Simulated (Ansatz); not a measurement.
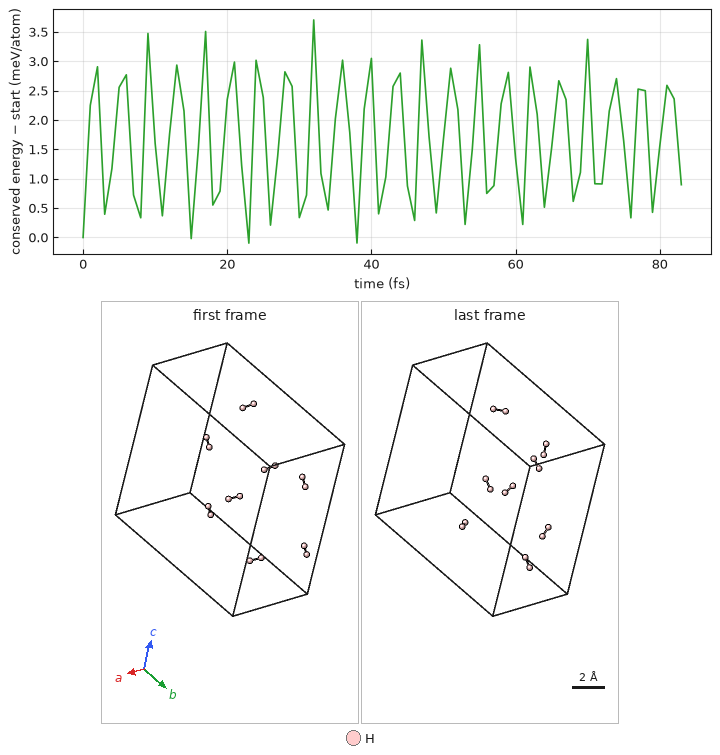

A Born-Oppenheimer molecular dynamics run of a 16-atom cell of H (set up in P2_12_12_1), 83 fs long. The picture is a ball-and-stick view of the simulation cell, seen slightly off an axis.

All numbers below come from DFT PBE, scalar-relativistic, plane waves, PAW (Ansatz). Set-up: plane-wave cutoff 420 eV; k-point mesh 2 × 2 × 2; Fermi-Dirac smearing 0.0689 eV; volume 1.02 times that of the relaxed crystal; Nosé-Hoover thermostat (NVT); set temperature 800 K; time step 1 fs.

Is this trajectory numerically sound?

The conserved quantity stays between −0.097 and 3.7 meV per atom of its start. A straight-line fit has a slope that amounts to +0.11 meV per atom over 83 fs (0.1 % of the mean kinetic energy), and the ripple about it is 18 % of the kinetic energy's fluctuation. That is tolerable for a short run, though not tight (an offset or drift over 2 % of the kinetic energy, or a ripple over 7 %). The time step of 1 fs is long for the fastest vibrations here (lightest element hydrogen). Over the second half the temperature averages 721 K (spread ±45 K). The potential energy in the second half lies on average 15.4 meV per atom above the first frame. The mean pressure there is 0.1 GPa.

The run took about 4 core-minutes on a shared host.
